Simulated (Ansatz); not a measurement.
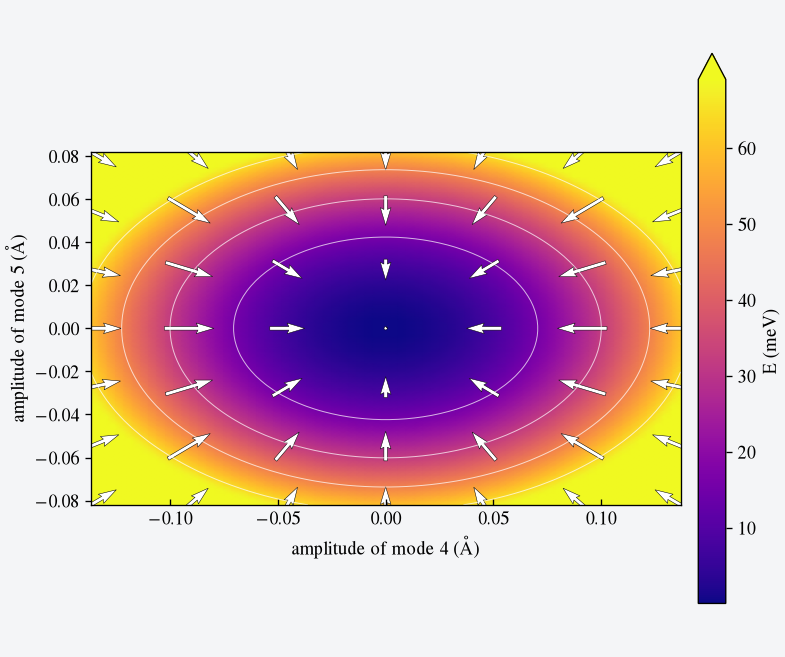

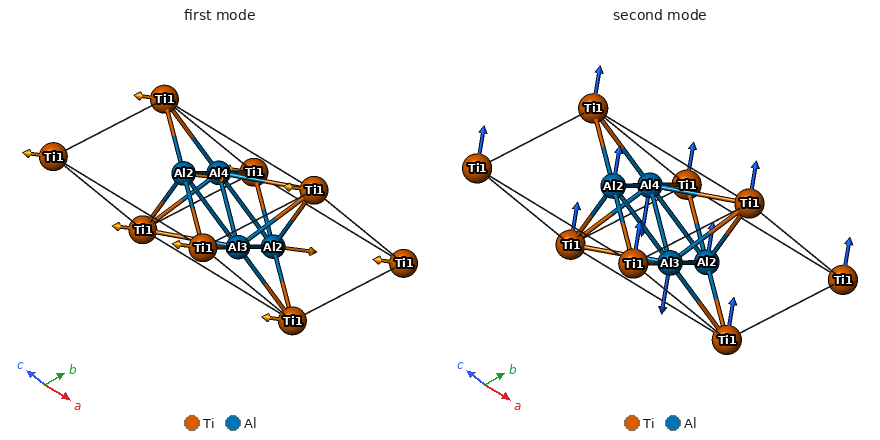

Energy landscape of TiAl₃ (I4/mmm, No. 139; 4 atoms in the cell). 
- The energy is mapped over two normal modes frozen in (zone-centre modes of the 4-atom cell of this scan).
- Coordinates scanned: (1) amplitude of mode 4 (204 cm⁻¹), largest displacement; (2) amplitude of mode 5 (228 cm⁻¹), largest displacement.
- Nothing is relaxed (the cell and all other modes fixed).
- The grid has 7 × 7 points; 16 points were computed and 33 follow by symmetry.
- Points are written as (first, second).
- All energies are given in meV per cell relative to the lowest grid point.
- All numbers below come from DFT PBEsol, scalar-relativistic, plane waves, PAW (Ansatz 0.2.0). Settings: cutoff 520 eV, k-mesh 14×14×14, gaussian smearing 0.15 eV, no spin polarisation.

In the figure: a smooth colour map with a few white contour lines, arrows along the force (downhill), their lengths compressed, one colour for all values above the top of the scale. Between grid points the surface is interpolated. The second picture is the structure at the lowest point

**Summarise what can be read from the map.**

The lowest grid point is at (0.000 Å, 0.000 Å). It is the only kind of minimum in the scanned range. The highest grid point, (−0.137 Å, −0.082 Å), lies 123 meV above the lowest.

The whole map (16 points run) took 17 min on 2 threads of Arm Neoverse N1 (shared host).

PAW datasets: the set soft_1.
